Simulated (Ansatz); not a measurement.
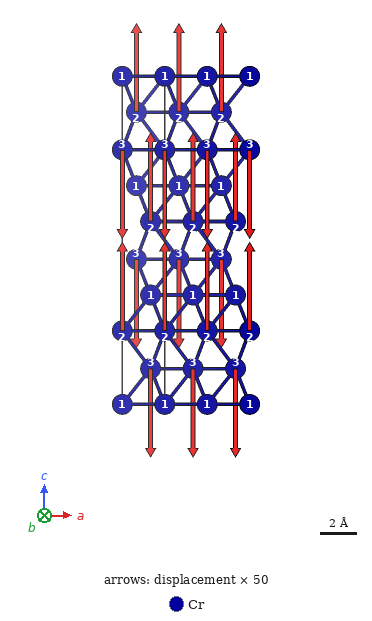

A relaxation of crystalline Cr (built on the samarium (9R)_166 type). The starting structure is drawn; red arrows show the displacements (the part carried along by the change of the cell is left out), 50 times their true length.

The picture is a ball-and-stick view of the conventional cell (3 times the calculation's cell), repeated 3 × 1 × 1 with one cell outlined, seen along the b axis. Lengths and directions refer to the drawn axes.

Case: samarium (9R) type (R-3m, No. 166).

These are results of Ansatz 0.2.0, DFT r2SCAN, scalar-relativistic, plane waves, PAW, not measurements.

Input
```yaml
crystal:
  lattice:
    - [1.3640639992, 0.7875427171, 6.0850173891]
    - [-1.3640639992, 0.7875427171, 6.0850173891]
    - [0.0, -1.5750854343, 6.0850173891]
  atoms:
    - { symbol: Cr, position: [0.0, 0.0, 0.0], spin: -2.5 }
    - { symbol: Cr, position: [0.2241184525, 0.2241184525, 0.2241184525], spin: 2.31 }
    - { symbol: Cr, position: [0.7758815475, 0.7758815475, 0.7758815475], spin: 2.31 }
basis:
  ecutwfc: 500
kpoints:
  mp_grid: { grid: [21, 21, 21] }
hamiltonian:
  xc: r2scan
scf:
  occupations: { method: gaussian, width: 0.1 }
output:
  forces: true
  stress: true
  eigenvalues: true
  populations: true
magnetization:
  spin_polarized: true
relax:
  adjacent_minimum: "off"
  f_tol: 0.01
  max_steps: 80
  cell: { stress_tol: 0.05 }
```

> What did the optimiser do to the structure, and how much energy did it gain?

The largest moves relative to the cell, 0.099 Å, are those of Cr2 and Cr3. Cr3 goes along −c. Cell: a = b 2.728 → 2.818 Å (+3.3 %), c 18.255 → 18.415 Å (+0.9 %). Volume +7.6 %. Among the contacts that change: Cr2–Cr3 2.623 → 2.829 Å, Cr1–Cr1 2.728 → 2.818 Å, Cr1–Cr2 2.541 → 2.510 Å. The space group stays R-3m (No. 166). The energy falls by 72.0 meV per cell of the calculation in 7 accepted moves (9 points after the start). The largest force component goes from 0.033 to under 0.0001 eV/Å. Pressure: 0.53 GPa at the start and 0.04 GPa at the end. The line search rejected the trial step at point 5 of the run. At 1 point the geometry stayed and the basis and grid were re-selected for the new cell (energy shift of 2.1 meV per cell of the calculation at most each time).
